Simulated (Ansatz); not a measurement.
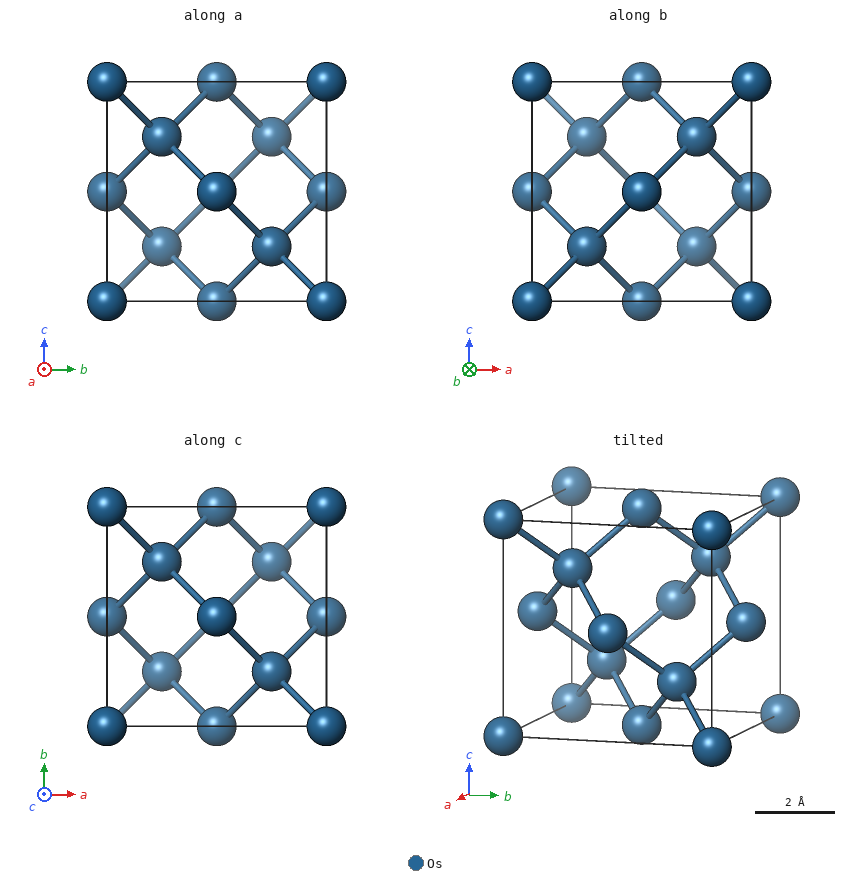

Shown here is a ball-and-stick view of the crystal, taken along the a axis, along the b axis, along the c axis and slightly off an axis. The conventional unit cell is outlined; an atom on or near a face, edge or corner is repeated at each equivalent position.

Lattice parameters: a = 5.581 Å, b = 5.581 Å, c = 5.581 Å, α = 90.00°, β = 90.00°, γ = 90.00°.

From the views, write a table of Wyckoff sites.

Answer. Space group Fd-3m:1 (No. 227).
```json
{"atom": "Os", "site": "8a", "x": "0.2500", "y": "0.7500", "z": "0.7500"}
```

Source of the structure: a structure type filled with this element by a generator (whether the element takes this form wasn't checked). The final geometry of a relaxation with DFT, RPBE, plane waves (420 eV) with PAW, scalar-relativistic (Ansatz) is shown.
